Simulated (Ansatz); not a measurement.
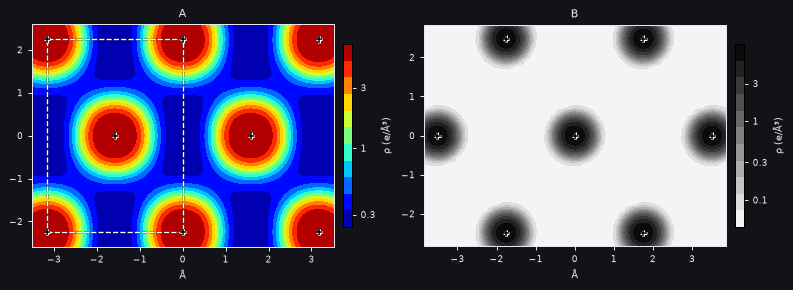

The valence charge density (pseudo) of 2 systems, each on a plane through atoms (crosses mark nuclei in the plane).

All numbers below come from Kohn-Sham DFT of a periodic cell, PBE, Ansatz PAW in Ansatz 0.2.0.

System 1: Li, the (11̄0) plane of the conventional cell. Space group Im-3m.

System 2: Mo, the (011̄) plane of the conventional cell. Space group Im-3m; a structure from a database of computed crystals, not necessarily the ambient phase.

Match each panel to its system.

Panel A is system 2, Mo: the plane holds Mo. Mo–Mo (2.74 Å): ρ is about 0.37 e/Å³ halfway. Panel B is system 1, Li: the plane holds Li. Li–Li (3.04 Å): ρ is about 0.05 e/Å³ halfway.
